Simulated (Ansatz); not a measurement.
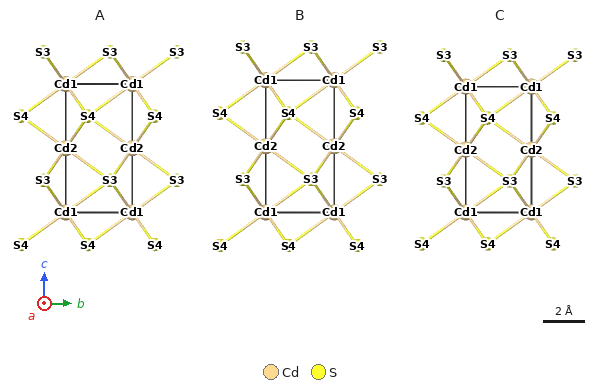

3 geometries from one relaxation of a crystal of CdS (built on the NiAs type), in shuffled order. Style: ball-and-stick. Shown: the cell of the calculation, along the a axis.

These are results of Ansatz 0.2.0, DFT, LDA, plane waves, PAW, not measurements. (plane-wave cutoff 420 eV; k-point mesh 12 × 12 × 4; occupations fermi dirac; smearing width 0.02 eV; no spin polarisation; cell and atoms relaxed; force threshold 0.005 eV/Å)

Question: Put them in the order of the run, from the start to the converged end.

Answer: B, C, A. They are steps 0, 1, 5, at +36.9 meV per atom, +13.3 meV per atom relative to the last. Over 4 accepted moves (5 points after the start) the energy falls by 36.9 meV per atom. All forces vanish by symmetry, so only the cell relaxes. The pressure goes from −6.34 to 0.00 GPa. The SCF was repeated once at an unchanged geometry on a basis and grid sized afresh for the cell, which shifted the energy by 0.3 meV per atom at most. The atoms keep their places relative to the cell (all moves are under 0.005 Å). Cell: a = b 3.877 → 3.772 Å (−2.7 %), c 6.478 → 6.288 Å (−2.9 %). Volume −8.1 %. Some distances before and after: Cd1–S3 2.763 → 2.686 Å. The space group stays P6_3/mmc (No. 194). The run took 18 s on 2 threads of Arm Neoverse V1 (shared host), peak memory 0.37 GiB.
